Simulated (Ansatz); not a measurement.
Start from this file.

Space group I4/mmm (No. 139). a = 3.414 Å, b = 3.414 Å, c = 3.215 Å, α = 90.00°, β = 90.00°, γ = 90.00°
```csv
atom,site,symmetry,x,y,z
Au,2a,4/mmm,0.0000,0.0000,0.0000
```

**What does this file describe?**

The element is gold. The lattice is body-centred tetragonal and the space group I4/mmm (No. 139). The cell holds two atoms.

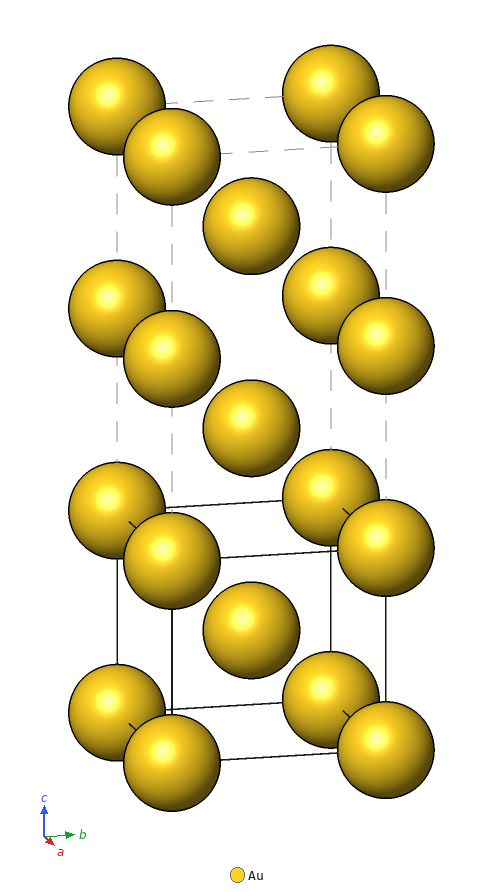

Shown here is a spheres-only view of the crystal, taken slightly off an axis. The structure is repeated 1×1×3 times; solid lines mark one conventional unit cell. Colours: gold yellow.

It goes back to a structure listed in the Materials Project. The cell was then strained or its atoms displaced on purpose. It went into a calculation with Ansatz.

At this level of theory the cell isn't at rest (stretched, at -12 GPa), so its distances can differ from those at equilibrium, the more so the softer the solid.
